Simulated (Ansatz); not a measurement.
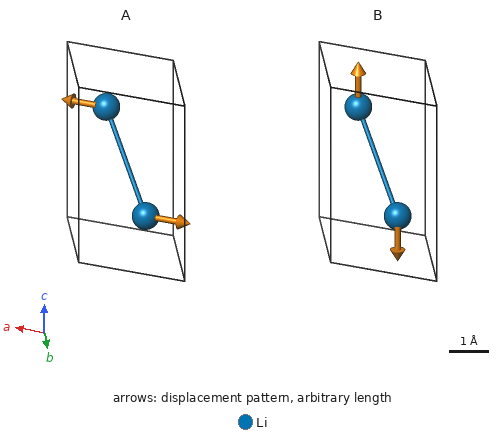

Modes of crystalline Li (a generated structure), space group P6₃/mmc (No. 194), at the zone centre (one member of each degenerate set). The orange arrows give the relative displacements of the atoms. Style: ball-and-stick. Shown: the cell of the calculation, from a free direction.

The calculation used DFT PBE, scalar-relativistic, plane waves, PAW in Ansatz.

The frequencies depend somewhat on the k-mesh and the smearing.

Give the symmetry species and the selection rules of each.

Answer. A is E₂g, Raman-active by symmetry (124 cm⁻¹). B is B₁g, silent by symmetry (neither infrared- nor Raman-active) (315 cm⁻¹). The crystal has a centre of inversion, so no mode is both. In a metal the free carriers screen the infrared response.
